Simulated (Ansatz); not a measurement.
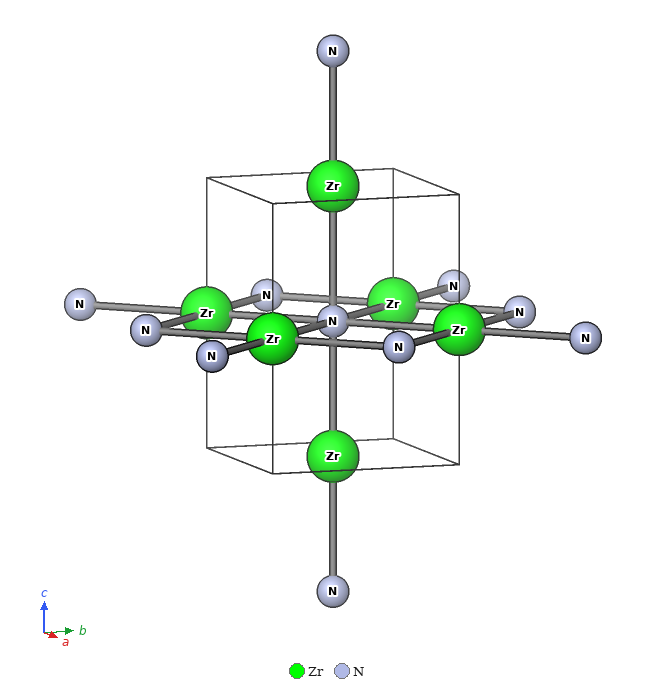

The crystal in a ball-and-stick representation, seen slightly off an axis. One simulation cell is outlined, and atoms on its boundary appear in each equivalent place. Neighbours across the faces are drawn wherever a bond reaches them.

The input file of the run:
```yaml
crystal:
  lattice:
    - [3.2673017, 0.0, 0.0]
    - [0.0, 3.2673017, 0.0]
    - [0.0, 0.0, 4.5042576]
  atoms:
    - { symbol: Zr, position: [0.5, 0.5, 0.0] }
    - { symbol: Zr, position: [0.0, 0.0, 0.5] }
    - { symbol: "N", position: [0.5, 0.5, 0.5] }
basis:
  ecutwfc: 500
kpoints:
  mp_grid: { grid: [14, 14, 10] }
  band_path:
    path:
      - [[0.0, 0.0, 0.0], [0.0, 0.5, 0.0], [0.5, 0.5, 0.0], [0.0, 0.0, 0.0], [0.0, 0.0, 0.5], [0.0, 0.5, 0.5], [0.5, 0.5, 0.5], [0.0, 0.0, 0.5]]
      - [[0.0, 0.5, 0.0], [0.0, 0.5, 0.5]]
      - [[0.5, 0.5, 0.0], [0.5, 0.5, 0.5]]
    npoints: 14
hamiltonian:
  xc: r2scan
scf:
  occupations: { method: gaussian, width: 0.1 }
  n_extra_bands: 7
output:
  forces: true
  stress: true
  eigenvalues: true
  populations: true
  dos: { projected: true, de: 0.02, nscf_kmesh: { grid: [17, 17, 12] } }
  bader: true
  write_density: true
  write_potential: true
  elf: true
  volumetric_format: npy
```
Run as:
```sh
ansatz run input.yaml --threads 1 --pin off --max-ram 3072MiB --backend cpu --events-out ev --progress --plain --runs-dir out
```

Setup: Ansatz, DFT r2SCAN, scalar-relativistic, plane waves, PAW; a kinetic-energy cutoff of 500 eV, a 14×14×10 k-point mesh, Gaussian smearing of 0.1 eV, no spin polarisation.

**What does a Bader analysis give?**

Zr +0.63 to +1.38 e; N -2.01 e.

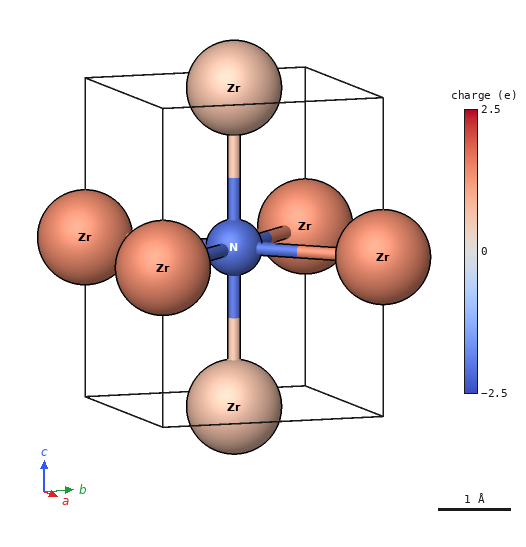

The atoms coloured by those charges.

The cell started as a structure type filled with these elements by a generator (whether the compound takes this form wasn't checked). Earlier steps of the study may have refined or changed the cell and positions. It went into a calculation with Ansatz.
